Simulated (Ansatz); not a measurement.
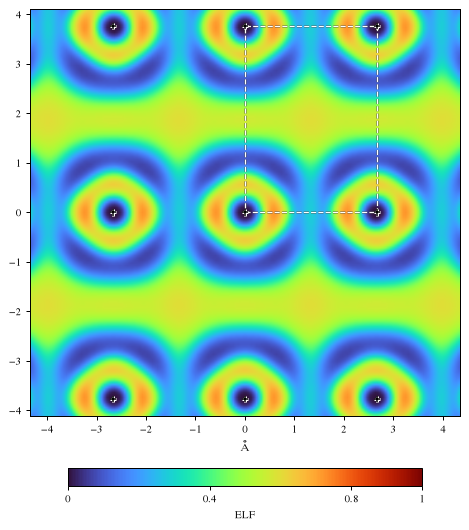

The ELF on a plane through atoms (crosses mark nuclei in the plane).

Method: Ansatz 0.2.0, DFT, r2SCAN, plane waves (500 eV) with PAW, scalar-relativistic.

Candidates:
A. Ni, a = 2.76 Å, b = 2.76 Å, c = 2.76 Å, α = 90.00°, β = 90.00°, γ = 90.00°. Space group Im-3m; set up as Ni, bcc; a generated structure, not necessarily the stable one; changed on purpose from its base cell (volume × 1.0); spin-polarised.
B. Cr, a = 3.95 Å, b = 3.95 Å, c = 2.39 Å, α = 90.00°, β = 90.00°, γ = 120.00°. Space group P6/mmm; set up as Cr, omega (AlB2-type); a generated structure, not necessarily the stable one; changed on purpose from its base cell (volume × 0.88); computed pressure about 24 GPa in this cell; spin-polarised.
C. Ti, a = 2.67 Å, b = 2.67 Å, c = 2.67 Å, α = 90.00°, β = 90.00°, γ = 90.00°. Space group Pm-3m; set up as Ti, simple cubic; a generated structure, not necessarily the stable one; changed on purpose from its base cell (volume × 1.04); computed pressure about −3 GPa in this cell; computed without spin polarisation.

**Which system is this?**

Candidate C: Ti on the (101) plane of the conventional cell, which holds Ti. Ti–Ti (2.67 Å): the ELF is about 0.30 at the midpoint; no localised pair shows between them.
